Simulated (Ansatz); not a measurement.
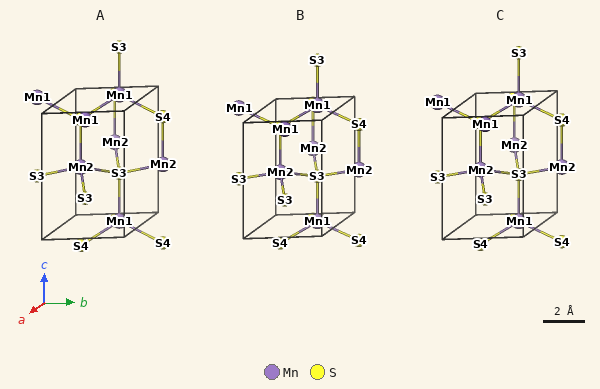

3 geometries from one relaxation of a crystal of MnS (a generated structure, set up in P6_3mc) (coarse preliminary run), in shuffled order. Style: ball-and-stick. Shown: the cell of the calculation, slightly off an axis.

Case: O → S on all its sites, cell and atoms relaxed.

Theory: DFT r2SCAN+U, scalar-relativistic, plane waves, PAW (Ansatz). Set-up: plane-wave cutoff 500 eV; k-point mesh 6 × 6 × 4; occupations gaussian; smearing width 0.1 eV; U Mn 3.9 eV; collinear spin; cell and atoms relaxed; force threshold 0.05 eV/Å; at most 60 steps.

> Put them in the order of the run, from the start to the converged end.

B, C, A. They are steps 0, 1, 4, at +160 meV per atom, +20.3 meV per atom relative to the last. The energy falls by 160 meV per atom in 3 accepted moves (4 points after the start). The largest force component goes from 0.00052 to 0.0036 eV/Å. The pressure goes from 15.59 to −0.03 GPa. At 1 point the geometry stayed and the basis and grid were re-selected for the new cell (energy shift of 2.0 meV per atom at most each time). The largest moves relative to the cell, 0.039 Å, are those of Mn1, Mn2, S3 and S4. Mn1 goes along +c. Largest moves by element: Mn 0.039 Å, S 0.039 Å. The drawn cell changes as follows: a = b 3.881 → 4.065 Å (+4.7 %), c 6.037 → 6.571 Å (+8.8 %); the volume changes by +19.4 %. Some distances before and after: Mn1–S4 2.337 → 2.480 Å, Mn1–S3 2.355 → 2.485 Å. Among the angles between lasting bonds that change: Mn1–S4–Mn2 106.5° → 108.8°, S3–Mn1–S4 106.5° → 108.8°, S4–Mn1–S4 112.3° → 110.1°. The space group stays P6_3mc (No. 186). The run may lie on a higher electronic state than the lowest, so the end point isn't shown to be the ground-state structure.
